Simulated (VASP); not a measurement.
## Run report: MnSi, geometry relaxation (part 2 of 3)

The same run, continued: MnSi (P2₁3, 8 atoms in the cell); Kohn-Sham DFT of a periodic cell, PBE, VASP PAW PBE potentials, recommended, spin-polarised (VASP 6.6.1); cutoff 600 eV, 8×8×8 k-mesh, methfessel-paxton of 0.1 eV, collinear spins. The structure derives from an entry of the Crystallography Open Database.

Geometry of the input (Å; fractional positions):
```
4.5172  -0.0000  0.0000
-0.0000  4.5172  -0.0000
0.0000  -0.0000  4.5172
Mn 0.1364  0.1364  0.1364
Mn 0.3636  0.8636  0.6364
Mn 0.6364  0.3636  0.8636
Mn 0.8636  0.6364  0.3636
Si 0.8452  0.8452  0.8452
Si 0.6548  0.1548  0.3452
Si 0.3452  0.6548  0.1548
Si 0.1548  0.3452  0.6548
```

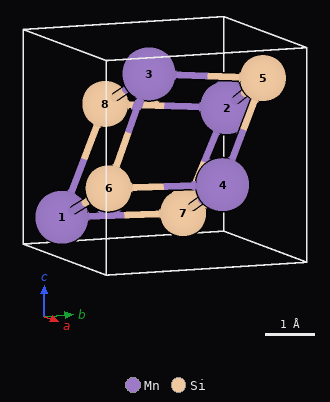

*The starting structure (ball-and-stick view of the cell of the calculation, seen slightly off an axis; atoms are numbered from 1 in the order of the input).*

Parts of OUTCAR, continued
```
   AEXX    =    0.0000 exact exchange contribution
   IVDW    =     0    specifies the selected vdW correction
   LEPSILON=     F    determine dielectric tensor
   LRPA    =     F    only Hartree local field effects (RPA)
 conjugate gradient relaxation of ions
 spin polarized calculation
 Methfessel and Paxton  Order N= 1 SIGMA  =   0.10
  energy-cutoff  :      600.00
  volume of cell :       92.18
 maximum number of plane-waves:      3112
   NGX = 19   NGY = 19   NGZ = 19

--------------------------------------- Ionic step        1  -------------------------------------------

 number of electron      68.0000035 magnetization       3.9752081

 Free energy of the ion-electron system (eV)
  ---------------------------------------------------
  ext. energy  EPLUGINS =         0.00000000
  ---------------------------------------------------
  free energy    TOTEN  =       -61.43218430 eV

  energy without entropy =      -61.43593523  energy(sigma->0) =      -61.43343461

------------------------ aborting loop because EDIFF is reached ----------------------------------------

  FORCE on cell =-STRESS in cart. coord.  units (eV):
  Direction    XX          YY          ZZ          XY          YZ          ZX
  --------------------------------------------------------------------------------------
  -------------------------------------------------------------------------------------
  Total        0.0313855      0.0313855      0.0313855      0.0000246      0.0000246     -0.0000246
  in kB        0.5455295      0.5455295      0.5455295      0.0004275      0.0004275     -0.0004275
  external PRESSURE =       0.5455295 kB  Pullay stress =       0.0000000 kB

 VOLUME and BASIS-vectors are now :
 -----------------------------------------------------------------------------
  energy-cutoff  :      600.00
  volume of cell :       92.18
      direct lattice vectors                 reciprocal lattice vectors
     4.517245935 -0.000000196  0.000000210     0.221373823  0.000000010 -0.000000010
    -0.000000210  4.517245935 -0.000000196     0.000000010  0.221373823  0.000000010
     0.000000196 -0.000000210  4.517245935    -0.000000010  0.000000010  0.221373823

 POSITION                                       TOTAL-FORCE (eV/Angst)
 -----------------------------------------------------------------------------------
      0.61636      0.61636      0.61636         0.003518      0.003546      0.003630
      1.64227      3.90089      2.87498        -0.003546     -0.003630      0.003518
      2.87498      1.64226      3.90089         0.003630     -0.003518     -0.003546
      3.90088      2.87498      1.64226        -0.003486      0.003486     -0.003486
      3.81799      3.81799      3.81799        -0.002960     -0.002957     -0.002965
      2.95788      0.69926      1.55937         0.002957      0.002965     -0.002960
      1.55937      2.95788      0.69926        -0.002965      0.002960      0.002957
      0.69926      1.55936      2.95788         0.002853     -0.002853      0.002853
 -----------------------------------------------------------------------------------
    total drift:                               -0.000005      0.000003     -0.000004

  FREE ENERGIE OF THE ION-ELECTRON SYSTEM (eV)
  ---------------------------------------------------
  free  energy   TOTEN  =       -61.4321843003 eV

  energy  without entropy=      -61.4359352310  energy(sigma->0) =      -61.43343461

--------------------------------------- Ionic step        2  -------------------------------------------

 number of electron      68.0000036 magnetization       3.9765655

 Free energy of the ion-electron system (eV)
  ---------------------------------------------------
  ext. energy  EPLUGINS =         0.00000000
  ---------------------------------------------------
  free energy    TOTEN  =       -61.43218453 eV

  energy without entropy =      -61.43596391  energy(sigma->0) =      -61.43344433

 E-fermi :  11.1272     XC(G=0): -12.8206     alpha+bet :-19.3387

 val. band max:       11.1180489919   @ k =   0.3750   0.5000   0.3750
 cond. band min:      11.1726313488   @ k =   0.3750  -0.0000   0.3750
 fundamental gap:      0.0545823568
 Fermi energy:        11.1272182786

 spin component 1

 k-point     1 :       0.0000    0.0000    0.0000
  band No.  band energies     occupation
      1     -37.2744      1.00000
      2     -37.2744      1.00000
      3     -37.2744      1.00000
      4     -37.2009      1.00000
      5     -37.2009      1.00000
      6     -37.1962      1.00000
      7     -37.1962      1.00000
      8     -37.1962      1.00000
      9     -37.1101      1.00000
     10     -37.1101      1.00000
     11     -37.1100      1.00000
     12     -37.0502      1.00000
     13      -1.7485      1.00000
     14       3.3087      1.00000
     15       3.3087      1.00000
     16       3.3087      1.00000
     17       6.2320      1.00000
     18       6.2320      1.00000
     19       6.2320      1.00000
     20       7.5850      1.00000
     21       7.5850      1.00000
     22       7.5850      1.00000
     23       8.1161      1.00000
     24       8.4069      1.00000
     25       8.4069      1.00000
     26       8.6757      1.00000
     27       8.6757      1.00000
     28       8.6758      1.00000
     29       9.2154      1.00000
     30       9.2154      1.00000
     31       9.2154      1.00000
     32      10.7511      1.00000
     33      10.7511      1.00000
     34      10.7511      1.00000
     35      10.8121      1.00004
     36      10.8121      1.00004
     37      11.8987     -0.00000
     38      11.8987     -0.00000
     39      11.8987     -0.00000
     40      14.1188      0.00000
     41      14.1188      0.00000
     42      14.1188      0.00000
     43      14.8546      0.00000
     44      14.8546      0.00000

 k-point     2 :       0.1250   -0.0000    0.0000
  band No.  band energies     occupation
      1     -37.2859      1.00000
      2     -37.2773      1.00000
      3     -37.2603      1.00000
      4     -37.2050      1.00000
      5     -37.2041      1.00000
      6     -37.1980      1.00000
      7     -37.1952      1.00000
      8     -37.1868      1.00000
      9     -37.1119      1.00000
     10     -37.1106      1.00000
     11     -37.1066      1.00000
     12     -37.0523      1.00000
     13      -1.6351      1.00000
     14       2.6084      1.00000
     15       3.3704      1.00000
     16       3.8459      1.00000
     17       5.7629      1.00000
     18       6.3046      1.00000
     19       6.7244      1.00000
     20       7.0395      1.00000
     21       7.3566      1.00000
     22       8.0961      1.00000
     23       8.1742      1.00000
     24       8.4026      1.00000
     25       8.5026      1.00000
     26       8.6583      1.00000
     27       8.6919      1.00000
     28       8.7256      1.00000
     29       9.0713      1.00000
     30       9.2103      1.00000
     31       9.4157      1.00000
     32      10.5882      1.00000
     33      10.6006      1.00000
     34      10.7842      1.00001
     35      10.8162      1.00005
     36      10.9848      1.03084
     37      11.6938     -0.00000
     38      11.8596     -0.00000
     39      12.1884     -0.00000
     40      13.7047      0.00000
     41      13.9341      0.00000
     42      14.1985      0.00000
     43      14.3596      0.00000
     44      15.0108      0.00000

 k-point     3 :       0.2500   -0.0000    0.0000
  band No.  band energies     occupation
      1     -37.2937      1.00000
      2     -37.2840      1.00000
      3     -37.2452      1.00000
      4     -37.2111      1.00000
      5     -37.2097      1.00000
      6     -37.1964      1.00000
      7     -37.1912      1.00000
      8     -37.1796      1.00000
      9     -37.1130      1.00000
     10     -37.1119      1.00000
     11     -37.1004      1.00000
     12     -37.0586      1.00000
     13      -1.2994      1.00000
     14       1.7456      1.00000
     15       3.5509      1.00000
     16       4.2725      1.00000
     17       5.4329      1.00000
     18       6.4464      1.00000
     19       6.5993      1.00000
     20       6.9639      1.00000
     21       7.2232      1.00000
     22       7.8789      1.00000
     23       8.4652      1.00000
     24       8.5615      1.00000
     25       8.6364      1.00000
     26       8.6564      1.00000
     27       8.7560      1.00000
     28       8.7734      1.00000
     29       9.1417      1.00000
     30       9.1549      1.00000
     31       9.5237      1.00000
     32      10.2967      1.00000
     33      10.5000      1.00000
     34      10.6962      1.00000
     35      10.8357      1.00015
     36      11.1159      0.59512
     37      11.5132     -0.00000
     38      11.7463     -0.00000
     39      12.6419     -0.00000
     40      13.4053      0.00000
     41      13.6093      0.00000
     42      13.8052      0.00000
     43      14.1524      0.00000
     44      15.2832      0.00000

 k-point     4 :       0.3750    0.0000   -0.0000
  band No.  band energies     occupation
      1     -37.2970      1.00000
      2     -37.2911      1.00000
      3     -37.2311      1.00000
      4     -37.2154      1.00000
      5     -37.2129      1.00000
      6     -37.2013      1.00000
      7     -37.1839      1.00000
      8     -37.1766      1.00000
      9     -37.1136      1.00000
     10     -37.1131      1.00000
     11     -37.0910      1.00000
     12     -37.0681      1.00000
     13      -0.7560      1.00000
     14       0.8274      1.00000
     15       3.8345      1.00000
     16       4.4337      1.00000
     17       5.3804      1.00000
     18       6.2421      1.00000
     19       6.5057      1.00000
     20       6.7919      1.00000
     21       7.6098      1.00000
     22       7.7282      1.00000
     23       8.4468      1.00000
     24       8.5653      1.00000
     25       8.5954      1.00000
     26       8.6979      1.00000
     27       8.8009      1.00000
     28       8.8814      1.00000
     29       9.0233      1.00000
     30       9.3546      1.00000
     31       9.5829      1.00000
     32      10.0474      1.00000
     33      10.4703      1.00000
     34      10.5919      1.00000
     35      10.8984      1.00283
     36      11.0910      0.78534
     37      11.4019     -0.00036
     38      11.5808     -0.00000
     39      12.8263     -0.00000
     40      13.2339      0.00000
     41      13.2868      0.00000
     42      13.4940      0.00000
     43      14.9742      0.00000
     44      15.6296      0.00000

 k-point     5 :       0.5000   -0.0000    0.0000
  band No.  band energies     occupation
      1     -37.2960      1.00000
      2     -37.2960      1.00000
      3     -37.2214      1.00000
      4     -37.2214      1.00000
      5     -37.2088      1.00000
      6     -37.2088      1.00000
      7     -37.1784      1.00000
      8     -37.1784      1.00000
      9     -37.1137      1.00000
     10     -37.1137      1.00000
     11     -37.0796      1.00000
     12     -37.0796      1.00000
     13      -0.0319      1.00000
     14      -0.0318      1.00000
     15       4.1785      1.00000
     16       4.1785      1.00000
     17       5.7587      1.00000
     18       5.7587      1.00000
     19       6.6377      1.00000
     20       6.6377      1.00000
     21       7.8197      1.00000
     22       7.8197      1.00000
     23       8.3772      1.00000
     24       8.3772      1.00000
     25       8.6758      1.00000
     26       8.6758      1.00000
     27       8.7729      1.00000
     28       8.7729      1.00000
     29       9.2303      1.00000
     30       9.2303      1.00000
     31       9.8306      1.00000
     32       9.8306      1.00000
     33      10.5073      1.00000
     34      10.5073      1.00000
     35      11.0025      1.03538
     36      11.0025      1.03538
     37      11.4303     -0.00008
     38      11.4303     -0.00008
     39      12.9603     -0.00000
     40      12.9603     -0.00000
     41      13.3187      0.00000
     42      13.3188      0.00000
     43      16.0095      0.00000
     44      16.0101      0.00000

 [... the levels of 18 k-points are left out ...]

 k-point    24 :       0.5000    0.2500    0.0000
  band No.  band energies     occupation
      1     -37.2930      1.00000
      2     -37.2930      1.00000
      3     -37.2290      1.00000
      4     -37.2290      1.00000
      5     -37.2081      1.00000
      6     -37.2081      1.00000
      7     -37.1766      1.00000
      8     -37.1766      1.00000
      9     -37.1147      1.00000
     10     -37.1147      1.00000
     11     -37.0768      1.00000
     12     -37.0767      1.00000
     13       0.3551      1.00000
     14       0.3551      1.00000
     15       3.3093      1.00000
     16       3.3093      1.00000
     17       6.0028      1.00000
     18       6.0029      1.00000
     19       6.5623      1.00000
     20       6.5623      1.00000
     21       7.6945      1.00000
     22       7.6945      1.00000
     23       8.3027      1.00000
     24       8.3027      1.00000
     25       8.7427      1.00000
     26       8.7427      1.00000
     27       9.2054      1.00000
     28       9.2054      1.00000
     29       9.2605      1.00000
     30       9.2605      1.00000
     31       9.9112      1.00000
     32       9.9112      1.00000
     33      10.2890      1.00000
     34      10.2890      1.00000
     35      10.7522      1.00000
     36      10.7522      1.00000
     37      11.5469     -0.00000
     38      11.5470     -0.00000
     39      13.0285     -0.00000
     40      13.0285     -0.00000
     41      13.9664      0.00000
     42      13.9664      0.00000
     43      14.5361      0.00000
     44      14.5361      0.00000

 [... further k-points ...]

 spin component 2

 k-point     1 :       0.0000    0.0000    0.0000
  band No.  band energies     occupation
      1     -36.2614      1.00000
      2     -36.2614      1.00000
      3     -36.2614      1.00000
      4     -36.1746      1.00000
      5     -36.0442      1.00000
      6     -36.0442      1.00000
      7     -36.0442      1.00000
      8     -35.9666      1.00000
      9     -35.9666      1.00000
     10     -35.9375      1.00000
     11     -35.9375      1.00000
     12     -35.9375      1.00000
     13      -1.7521      1.00000
     14       3.3870      1.00000
     15       3.3870      1.00000
     16       3.3870      1.00000
     17       6.4004      1.00000
     18       6.4004      1.00000
     19       6.4004      1.00000
     20       7.9942      1.00000
     21       7.9942      1.00000
     22       7.9942      1.00000
     23       8.7318      1.00000
     24       8.7645      1.00000
     25       8.7645      1.00000
     26       9.2369      1.00000
     27       9.2369      1.00000
     28       9.2369      1.00000
     29       9.7254      1.00000
     30       9.7254      1.00000
     31       9.7254      1.00000
     32      11.8022     -0.00000
     33      11.8022     -0.00000
     34      11.8022     -0.00000
     35      12.1309     -0.00000
     36      12.1309     -0.00000
     37      12.6977     -0.00000
     38      12.6977     -0.00000
     39      12.6977     -0.00000
     40      14.6100      0.00000
     41      14.6100      0.00000
     42      14.6100      0.00000
     43      15.2306      0.00000
```
